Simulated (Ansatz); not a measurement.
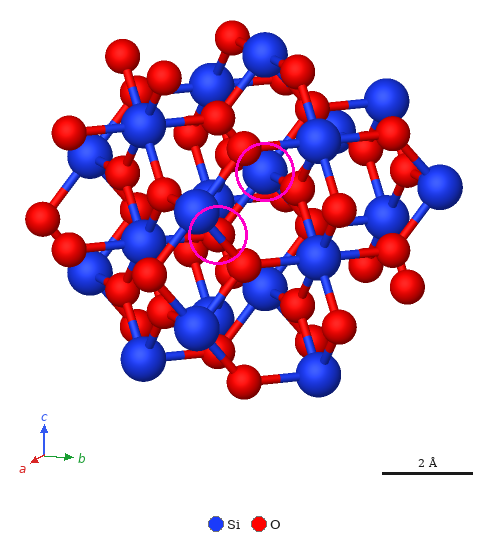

Perfect SiO2. A ball-and-stick model of the atoms within 4.7 Å of one point, seen slightly off an axis.

Level of theory: DFT, PBEsol, PAW, plane waves in Ansatz. Set-up: plane-wave cutoff 420 eV; k-point mesh 1 × 1 × 1; mesh shifted by (0.25, 0.25, 0.25); collinear spin. Fermi-Dirac smearing of 0.01 eV. The axes drawn are those of the host's conventional cell.

A silicon atom is taken out (a vacancy) and an oxygen atom is taken out (a vacancy), the two sites 1.8 Å apart at the ringed places, in charge state 0. The supercell has 72 sites, and the atoms are relaxed at the host's cell.

### How do the neighbours respond?

Around the empty Si site the host had 6 O at 1.77 to 1.81 Å; after relaxation the nearest atoms are 5 O at 1.85 to 1.89 Å. Around the empty O site the host had 3 Si at 1.77 to 1.81 Å; after relaxation the nearest atoms are 2 Si at 2.00 to 2.06 Å, 1 O at 2.31 Å. Of the host's atoms, a silicon atom moves furthest from its site, by 0.25 Å. The cell ends without a net magnetic moment.

The relaxed defect, seen from the same direction:

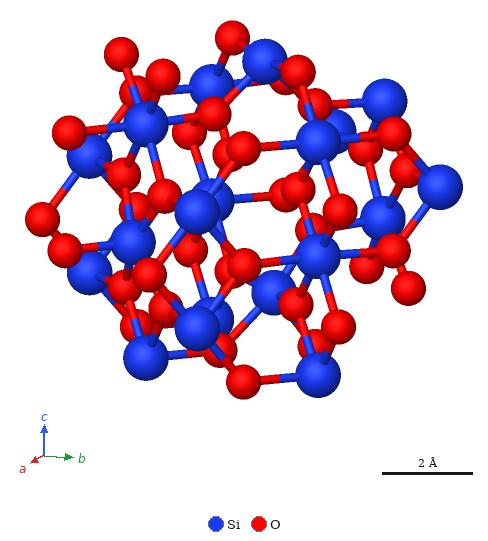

Limits of the set-up: the periodic images lie only 8.0 Å apart, so the values are limited by the cell's size.
